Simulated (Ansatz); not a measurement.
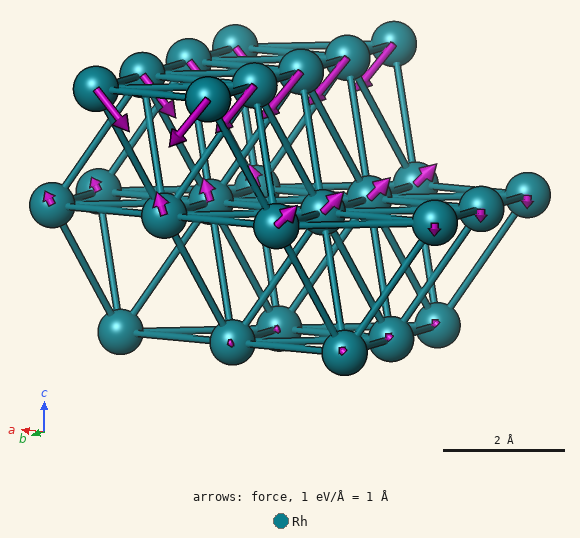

Starting geometry of a slab of composition Rh (cut from the Fm-3m phase) with the computed forces as purple arrows. The picture is a ball-and-stick view of the atoms within 5.8 Å of the atom that moves most (axes of the 1 × 3 repeat of the cell, outlined in the plane, without the vacuum (origin shifted)), seen from a free direction.

Case: stripe over 2 of 6 cells, two steps. 12 atoms are held fixed.

All numbers below come from DFT PBE, scalar-relativistic, plane waves, PAW (Ansatz).

Input
```yaml
crystal:
  lattice:
    - [16.2492207382, 0.0, 0.0]
    - [-1.3541017282, 2.3453729918, 0.0]
    - [0.0, 0.0, 20.8449554503]
  atoms:
    - { symbol: Rh, position: [0.0, 0.0, 0.0719598564] }
    - { symbol: Rh, position: [0.0555555556, 0.6666666667, 0.1780401436] }
    - { symbol: Rh, position: [0.1111111111, 0.3333333333, 0.2841204309] }
    - { symbol: Rh, position: [0.1666666667, 0.0, 0.0719598564] }
    - { symbol: Rh, position: [0.2222222222, 0.6666666667, 0.1780401436] }
    - { symbol: Rh, position: [0.2777777778, 0.3333333333, 0.2841204309] }
    - { symbol: Rh, position: [0.3333333333, 0.0, 0.0719598564] }
    - { symbol: Rh, position: [0.3888888889, 0.6666666667, 0.1780401436] }
    - { symbol: Rh, position: [0.4444444444, 0.3333333333, 0.2841204309] }
    - { symbol: Rh, position: [0.5, 0.0, 0.0719598564] }
    - { symbol: Rh, position: [0.5555555556, 0.6666666667, 0.1780401436] }
    - { symbol: Rh, position: [0.6111111111, 0.3333333333, 0.2841204309] }
    - { symbol: Rh, position: [0.6666666667, 0.0, 0.0719598564] }
    - { symbol: Rh, position: [0.7222222222, 0.6666666667, 0.1780401436] }
    - { symbol: Rh, position: [0.7777777778, 0.3333333333, 0.2841204309] }
    - { symbol: Rh, position: [0.8333333333, 0.0, 0.0719598564] }
    - { symbol: Rh, position: [0.8888888889, 0.6666666667, 0.1780401436] }
    - { symbol: Rh, position: [0.9444444444, 0.3333333333, 0.2841204309] }
    - { symbol: Rh, position: [0.0, 0.0, 0.3902007182] }
    - { symbol: Rh, position: [0.1666666667, 0.0, 0.3902007182] }
    - { symbol: Rh, position: [0.3333333333, 0.0, 0.3902007182] }
    - { symbol: Rh, position: [0.5, 0.0, 0.3902007182] }
    - { symbol: Rh, position: [0.6666666667, 0.0, 0.3902007182] }
    - { symbol: Rh, position: [0.8333333333, 0.0, 0.3902007182] }
    - { symbol: Rh, position: [0.0555555556, 0.6666666667, 0.4962810055] }
    - { symbol: Rh, position: [0.2222222222, 0.6666666667, 0.4962810055] }
basis:
  ecutwfc: 420
kpoints:
  mp_grid: { grid: [2, 12, 1] }
hamiltonian:
  xc: pbe
scf:
  occupations: { method: gaussian, width: 0.1 }
output:
  forces: true
  eigenvalues: true
  populations: true
  write_density: true
  write_potential: true
  elf: true
  volumetric_format: npy
relax:
  adjacent_minimum: "off"
  f_tol: 0.02
  max_steps: 45
  constraints: [{ sites: [0, 1, 3, 4, 6, 7, 9, 10, 12, 13, 15, 16] }]
efield:
  axis: 3
  dipole_correction: true
  ramp_width: 0.04
```

Launched with:
```bash
ansatz run input.yaml --threads 4 --pin off --max-ram 11264MiB --backend cpu --events-out ev --progress --plain --runs-dir out
```

> What follows when this structure is relaxed?

It isn't relaxed: the largest force vector, on Rh25, is 1.07 eV/Å. The final displacements follow the starting forces only in part (cosine between the two patterns 0.75). The largest move is that of Rh25, 0.17 Å at 28° to the normal (−c side). The cell stays as it was. Some distances before and after: Rh20–Rh25 2.708 → 2.601 Å, Rh25–Rh26 2.708 → 2.612 Å, Rh20–Rh26 2.708 → 2.630 Å, Rh19–Rh20 2.708 → 2.778 Å. Over 3 geometry steps the energy falls by 0.193 eV per cell of the calculation. Largest force component: 0.83 eV/Å at the start, 0.016 eV/Å at the end.
